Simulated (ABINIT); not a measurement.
**SiO2: single-point calculation (part 2 of 2)**

The same run, continued: SiO2 (P4₁2₁2, 12 atoms in the cell); Kohn-Sham DFT of a periodic cell, PBE, JTH PAW PBE v2.0, no spin polarisation (ABINIT 10.8.3); cutoff 625.86 eV, 6×6×4 k-mesh, fermi-dirac of 0.05 eV. The structure derives from an entry of the Crystallography Open Database.

Geometry of the input (Å; fractional positions):
```
4.9820  0.0000  0.0000
0.0000  4.9820  0.0000
0.0000  0.0000  6.9630
Si 0.7990  0.2010  0.7500
Si 0.7010  0.7010  0.5000
Si 0.2010  0.7990  0.2500
Si 0.2990  0.2990  0.0000
O  0.1035  0.2399  0.8219
O  0.2601  0.6035  0.0719
O  0.8965  0.7601  0.3219
O  0.7399  0.3965  0.5719
O  0.6035  0.2601  0.9281
O  0.7601  0.8965  0.6781
O  0.3965  0.7399  0.4281
O  0.2399  0.1035  0.1781
```

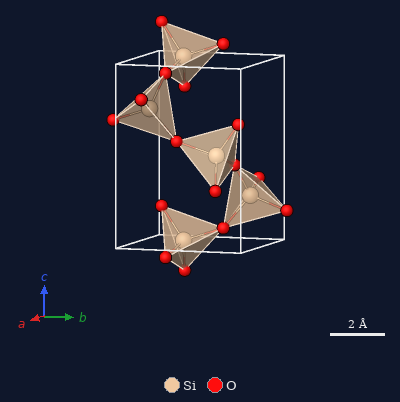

**Figure 1.** The structure (polyhedral view of the cell of the calculation, seen slightly off an axis; polyhedra are completed across the faces of the cell). An atom can appear more than once, as a periodic image.

**The program's output, continued**
```
--- !ResultsGS
iteration_state: {dtset: 1, }
comment   : Summary of ground state results
lattice_vectors:
- [  9.4146156,   0.0000000,   0.0000000, ]
- [  0.0000000,   9.4146156,   0.0000000, ]
- [  0.0000000,   0.0000000,  13.1581630, ]
lattice_lengths: [   9.41462,    9.41462,   13.15816, ]
lattice_angles: [ 90.000,  90.000,  90.000, ] # degrees, (23, 13, 12)
lattice_volume:   1.1662736E+03
convergence: {deltae: -4.877E-09, res2:  4.498E-10, residm:  6.428E-05, diffor: null, }
etotal    :  -1.45764265E+02
entropy   :   0.00000000E+00
fermie    :   1.58125244E-01
cartesian_stress_tensor: # hartree/bohr^3
- [ -1.47138017E-04,   0.00000000E+00,   0.00000000E+00, ]
- [  0.00000000E+00,  -1.47138017E-04,   0.00000000E+00, ]
- [  0.00000000E+00,   0.00000000E+00,  -1.65097143E-04, ]
pressure_GPa:   4.5051E+00
xred      :
- [  7.9897E-01,   2.0103E-01,   7.5000E-01, Si]
- [  7.0103E-01,   7.0103E-01,   5.0000E-01, Si]
- [  2.0103E-01,   7.9897E-01,   2.5000E-01, Si]
- [  2.9897E-01,   2.9897E-01,   0.0000E+00, Si]
- [  1.0347E-01,   2.3989E-01,   8.2187E-01,  O]
- [  2.6011E-01,   6.0347E-01,   7.1870E-02,  O]
- [  8.9653E-01,   7.6011E-01,   3.2187E-01,  O]
- [  7.3989E-01,   3.9653E-01,   5.7187E-01,  O]
- [  6.0347E-01,   2.6011E-01,   9.2813E-01,  O]
- [  7.6011E-01,   8.9653E-01,   6.7813E-01,  O]
- [  3.9653E-01,   7.3989E-01,   4.2813E-01,  O]
- [  2.3989E-01,   1.0347E-01,   1.7813E-01,  O]
cartesian_forces: # hartree/bohr
- [  2.18970206E-03,  -2.18970206E-03,   7.22801448E-20, ]
- [ -2.18970206E-03,  -2.18970206E-03,   7.22801448E-20, ]
- [ -2.18970206E-03,   2.18970206E-03,   7.22801448E-20, ]
- [  2.18970206E-03,   2.18970206E-03,   7.22801448E-20, ]
- [  5.17666888E-04,  -1.16629189E-03,  -5.50605882E-03, ]
- [  1.16629189E-03,   5.17666888E-04,  -5.50605882E-03, ]
- [ -5.17666888E-04,   1.16629189E-03,  -5.50605882E-03, ]
- [ -1.16629189E-03,  -5.17666888E-04,  -5.50605882E-03, ]
- [  5.17666888E-04,   1.16629189E-03,   5.50605882E-03, ]
- [  1.16629189E-03,  -5.17666888E-04,   5.50605882E-03, ]
- [ -5.17666888E-04,  -1.16629189E-03,   5.50605882E-03, ]
- [ -1.16629189E-03,   5.17666888E-04,   5.50605882E-03, ]
force_length_stats: {min:   3.09670634E-03, max:   5.65198191E-03, mean:   4.80022339E-03, }
...

 Integrated electronic density in atomic spheres:
 ------------------------------------------------
 Atom  Sphere_radius  Integrated_density
    1        1.90945          2.00562676
    2        1.90945          2.00562676
    3        1.90945          2.00562676
    4        1.90945          2.00562676
    5        1.41465          4.75001928
    6        1.41465          4.75001928
    7        1.41465          4.75001928
    8        1.41465          4.75001928
    9        1.41465          4.75001928
   10        1.41465          4.75001928
   11        1.41465          4.75001928
   12        1.41465          4.75001928

================================================================================

 ----iterations are completed or convergence reached----

 Mean square residual over all n,k,spin=   16.386E-08; max=  64.280E-06
 reduced coordinates (array xred) for   12 atoms
       0.798970000000      0.201030000000      0.750000000000
       0.701030000000      0.701030000000      0.500000000000
       0.201030000000      0.798970000000      0.250000000000
       0.298970000000      0.298970000000      0.000000000000
       0.103470000000      0.239890000000      0.821870000000
       0.260110000000      0.603470000000      0.071870000000
       0.896530000000      0.760110000000      0.321870000000
       0.739890000000      0.396530000000      0.571870000000
       0.603470000000      0.260110000000      0.928130000000
       0.760110000000      0.896530000000      0.678130000000
       0.396530000000      0.739890000000      0.428130000000
       0.239890000000      0.103470000000      0.178130000000
 rms dE/dt=  3.5958E-02; max dE/dt=  7.2450E-02; dE/dt below (all hartree)
    1      -0.020615203039      0.020615203039      0.000000000000
    2       0.020615203039      0.020615203039      0.000000000000
    3       0.020615203039     -0.020615203039      0.000000000000
    4      -0.020615203039     -0.020615203039      0.000000000000
    5      -0.004873634743      0.010980189789      0.072449619567
    6      -0.010980189789     -0.004873634743      0.072449619567
    7       0.004873634743     -0.010980189789      0.072449619567
    8       0.010980189789      0.004873634743      0.072449619567
    9      -0.004873634743     -0.010980189789     -0.072449619567
   10      -0.010980189789      0.004873634743     -0.072449619567
   11       0.004873634743      0.010980189789     -0.072449619567
   12       0.010980189789     -0.004873634743     -0.072449619567

 cartesian coordinates (angstrom) at end:
    1      3.98046854000000     1.00153146000000     5.22225000000000
    2      3.49253146000000     3.49253146000000     3.48150000000000
    3      1.00153146000000     3.98046854000000     1.74075000000000
    4      1.48946854000000     1.48946854000000     0.00000000000000
    5      0.51548754000000     1.19513198000000     5.72268081000000
    6      1.29586802000000     3.00648754000000     0.50043081000000
    7      4.46651246000000     3.78686802000000     2.24118081000000
    8      3.68613198000000     1.97551246000000     3.98193081000000
    9      3.00648754000000     1.29586802000000     6.46256919000000
   10      3.78686802000000     4.46651246000000     4.72181919000000
   11      1.97551246000000     3.68613198000000     2.98106919000000
   12      1.19513198000000     0.51548754000000     1.24031919000000

 cartesian forces (hartree/bohr) at end:
    1      0.00218970205516    -0.00218970205516     0.00000000000000
    2     -0.00218970205516    -0.00218970205516     0.00000000000000
    3     -0.00218970205516     0.00218970205516     0.00000000000000
    4      0.00218970205516     0.00218970205516     0.00000000000000
    5      0.00051766688847    -0.00116629189158    -0.00550605882345
    6      0.00116629189158     0.00051766688847    -0.00550605882345
    7     -0.00051766688847     0.00116629189158    -0.00550605882345
    8     -0.00116629189158    -0.00051766688847    -0.00550605882345
    9      0.00051766688847     0.00116629189158     0.00550605882345
   10      0.00116629189158    -0.00051766688847     0.00550605882345
   11     -0.00051766688847    -0.00116629189158     0.00550605882345
   12     -0.00116629189158     0.00051766688847     0.00550605882345
 frms,max,avg= 2.8573373E-03 5.5060588E-03   0.000E+00  0.000E+00  0.000E+00 h/b

 cartesian forces (eV/Angstrom) at end:
    1      0.11259900690964    -0.11259900690964     0.00000000000000
    2     -0.11259900690964    -0.11259900690964     0.00000000000000
    3     -0.11259900690964     0.11259900690964     0.00000000000000
    4      0.11259900690964     0.11259900690964     0.00000000000000
    5      0.02661950168737    -0.05997314038634    -0.28313292853984
    6      0.05997314038634     0.02661950168737    -0.28313292853984
    7     -0.02661950168737     0.05997314038634    -0.28313292853984
    8     -0.05997314038634    -0.02661950168737    -0.28313292853984
    9      0.02661950168737     0.05997314038634     0.28313292853984
   10      0.05997314038634    -0.02661950168737     0.28313292853984
   11     -0.02661950168737    -0.05997314038634     0.28313292853984
   12     -0.05997314038634     0.02661950168737     0.28313292853984
 frms,max,avg= 1.4693019E-01 2.8313293E-01   0.000E+00  0.000E+00  0.000E+00 e/A
 length scales=  9.414615559273  9.414615559273 13.158163014696 bohr
              =  4.982000000000  4.982000000000  6.963000000000 angstroms
 Fermi (or HOMO) energy (hartree) =   0.15813   Average Vxc (hartree)=  -0.30736
 Eigenvalues (hartree) for nkpt=  30  k points:
 kpt#   1, nband= 40, wtk=  0.00694, kpt=  0.0000  0.0000  0.0000 (reduced coord)
  -0.71538   -0.68208   -0.68208   -0.63883   -0.63692   -0.63680   -0.63633   -0.63633
  -0.35036   -0.27195   -0.27195   -0.21262   -0.20808   -0.20808   -0.19001   -0.18391
  -0.10737   -0.10666   -0.10666   -0.08653   -0.08299   -0.07317   -0.06497   -0.06339
  -0.06339   -0.04632   -0.04632   -0.04213   -0.02226   -0.00816   -0.00816    0.00165
   0.21298    0.32796    0.32796    0.34302    0.34302    0.35798    0.37028    0.41254
      occupation numbers for kpt#   1
   2.00000    2.00000    2.00000    2.00000    2.00000    2.00000    2.00000    2.00000
   2.00000    2.00000    2.00000    2.00000    2.00000    2.00000    2.00000    2.00000
   2.00000    2.00000    2.00000    2.00000    2.00000    2.00000    2.00000    2.00000
   2.00000    2.00000    2.00000    2.00000    2.00000    2.00000    2.00000    2.00000
   0.00000    0.00000    0.00000    0.00000    0.00000    0.00000    0.00000    0.00000
 prteigrs : prtvol=0 or 1, do not print more k-points.

 Fermi (or HOMO) energy (eV) =   4.30281   Average Vxc (eV)=  -8.36360
 Eigenvalues (   eV  ) for nkpt=  30  k points:
 kpt#   1, nband= 40, wtk=  0.00694, kpt=  0.0000  0.0000  0.0000 (reduced coord)
 -19.46642  -18.56023  -18.56023  -17.38336  -17.33141  -17.32827  -17.31555  -17.31555
  -9.53377   -7.40001   -7.40001   -5.78555   -5.66210   -5.66210   -5.17042   -5.00457
  -2.92159   -2.90236   -2.90236   -2.35456   -2.25824   -1.99106   -1.76801   -1.72497
  -1.72497   -1.26039   -1.26039   -1.14629   -0.60581   -0.22200   -0.22200    0.04501
   5.79557    8.92420    8.92420    9.33416    9.33416    9.74120   10.07584   11.22585
 prteigrs : prtvol=0 or 1, do not print more k-points.

--- !EnergyTerms
iteration_state     : {dtset: 1, }
comment             : Components of total free energy in Hartree
kinetic             :  6.92163874351736E+01
hartree             :  6.17399034668897E+01
xc                  : -3.37307352913271E+01
Ewald energy        : -7.99602560446805E+01
psp_core            :  3.05461489530801E+00
local_psp           : -1.81890995165621E+02
PAW spherical_terms :  1.58068283106718E+01
internal            : -1.45764252393585E+02
'-kT*entropy'       :  5.00304236934225E-15
total_energy        : -1.45764252393585E+02
total_energy_eV     : -3.96644737273851E+03
...

--- !EnergyTermsDC
iteration_state     : {dtset: 1, }
comment             : '"Double-counting" decomposition of free energy'
band_energy         : -1.62373747430086E+01
Ewald energy        : -7.99602560446805E+01
psp_core            :  3.05461489530801E+00
xc_dc               : -5.72428174863014E+01
PAW spherical_terms :  4.62156864222855E+00
internal            : -1.45764264736454E+02
'-kT*entropy'       :  5.00304236934225E-15
total_energy_dc     : -1.45764264736454E+02
total_energy_dc_eV  : -3.96644770860508E+03
...

--- !EnergyTermsWithPAWCore
iteration_state     : {dtset: 1, }
comment             : 'Components of total free energy, including PAW core contributions'
Total energy        : -1.76285773757853E+03
Total energy DC     : -1.76285774992139E+03
Total energy (eV)   : -4.79698027939655E+04
Total energy DC (eV): -4.79698031298320E+04
...

 Cartesian components of stress tensor (hartree/bohr^3)
  sigma(1 1)= -1.47138017E-04  sigma(3 2)=  0.00000000E+00
  sigma(2 2)= -1.47138017E-04  sigma(3 1)=  0.00000000E+00
  sigma(3 3)= -1.65097143E-04  sigma(2 1)=  0.00000000E+00

-Cartesian components of stress tensor (GPa)         [Pressure=  4.5051E+00 GPa]
- sigma(1 1)= -4.32894991E+00  sigma(3 2)=  0.00000000E+00
- sigma(2 2)= -4.32894991E+00  sigma(3 1)=  0.00000000E+00
- sigma(3 3)= -4.85732566E+00  sigma(2 1)=  0.00000000E+00

== END DATASET(S) ==============================================================
================================================================================

 -outvars: echo values of variables after computation  --------
            acell      9.4146155593E+00  9.4146155593E+00  1.3158163015E+01 Bohr
           etotal     -1.4576426474E+02
            fcart      2.1897020552E-03 -2.1897020552E-03  7.2280144832E-20
                      -2.1897020552E-03 -2.1897020552E-03  7.2280144832E-20
                      -2.1897020552E-03  2.1897020552E-03  7.2280144832E-20
                       2.1897020552E-03  2.1897020552E-03  7.2280144832E-20
                       5.1766688847E-04 -1.1662918916E-03 -5.5060588234E-03
                       1.1662918916E-03  5.1766688847E-04 -5.5060588234E-03
                      -5.1766688847E-04  1.1662918916E-03 -5.5060588234E-03
                      -1.1662918916E-03 -5.1766688847E-04 -5.5060588234E-03
                       5.1766688847E-04  1.1662918916E-03  5.5060588234E-03
                       1.1662918916E-03 -5.1766688847E-04  5.5060588234E-03
                      -5.1766688847E-04 -1.1662918916E-03  5.5060588234E-03
                      -1.1662918916E-03  5.1766688847E-04  5.5060588234E-03
           strten     -1.4713801664E-04 -1.4713801664E-04 -1.6509714338E-04
                       0.0000000000E+00  0.0000000000E+00  0.0000000000E+00
           xangst      3.9804685400E+00  1.0015314600E+00  5.2222500000E+00
                       3.4925314600E+00  3.4925314600E+00  3.4815000000E+00
                       1.0015314600E+00  3.9804685400E+00  1.7407500000E+00
                       1.4894685400E+00  1.4894685400E+00  0.0000000000E+00
                       5.1548754000E-01  1.1951319800E+00  5.7226808100E+00
                       1.2958680200E+00  3.0064875400E+00  5.0043081000E-01
                       4.4665124600E+00  3.7868680200E+00  2.2411808100E+00
                       3.6861319800E+00  1.9755124600E+00  3.9819308100E+00
                       3.0064875400E+00  1.2958680200E+00  6.4625691900E+00
                       3.7868680200E+00  4.4665124600E+00  4.7218191900E+00
                       1.9755124600E+00  3.6861319800E+00  2.9810691900E+00
                       1.1951319800E+00  5.1548754000E-01  1.2403191900E+00
             xred      7.9897000000E-01  2.0103000000E-01  7.5000000000E-01
                       7.0103000000E-01  7.0103000000E-01  5.0000000000E-01
                       2.0103000000E-01  7.9897000000E-01  2.5000000000E-01
                       2.9897000000E-01  2.9897000000E-01  0.0000000000E+00
                       1.0347000000E-01  2.3989000000E-01  8.2187000000E-01
                       2.6011000000E-01  6.0347000000E-01  7.1870000000E-02
                       8.9653000000E-01  7.6011000000E-01  3.2187000000E-01
                       7.3989000000E-01  3.9653000000E-01  5.7187000000E-01
                       6.0347000000E-01  2.6011000000E-01  9.2813000000E-01
                       7.6011000000E-01  8.9653000000E-01  6.7813000000E-01
                       3.9653000000E-01  7.3989000000E-01  4.2813000000E-01
                       2.3989000000E-01  1.0347000000E-01  1.7813000000E-01
 Calculation completed.
```

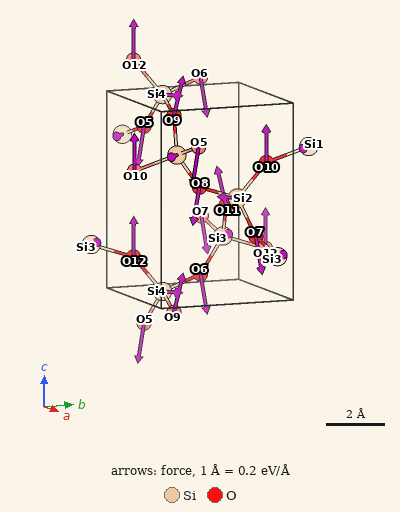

**Figure 2.** Forces on the atoms as pink arrows (ball-and-stick view of the cell of the calculation, seen slightly off an axis; neighbours outside the cell are drawn fainter; atoms are numbered from 1 in the order of the input). The largest act on all 8 O atoms (0.29 eV/Å); all 4 Si atoms (0.16 eV/Å). The geometry is not a stationary point of this energy.

**Summary**

- outcome: converged
- space group (tolerance 0.01 Å): P4₁2₁2 (92)
- electrons treated: 64
- free energy: −3966.4477 eV
- Fermi energy: 4.303 eV
- gap on the k-point mesh: 5.75 eV
- pressure: 4.51 GPa
- largest force (length of the vector): 0.291 eV/Å
- wall time: 8.2 min
- peak memory: 0.32 GiB
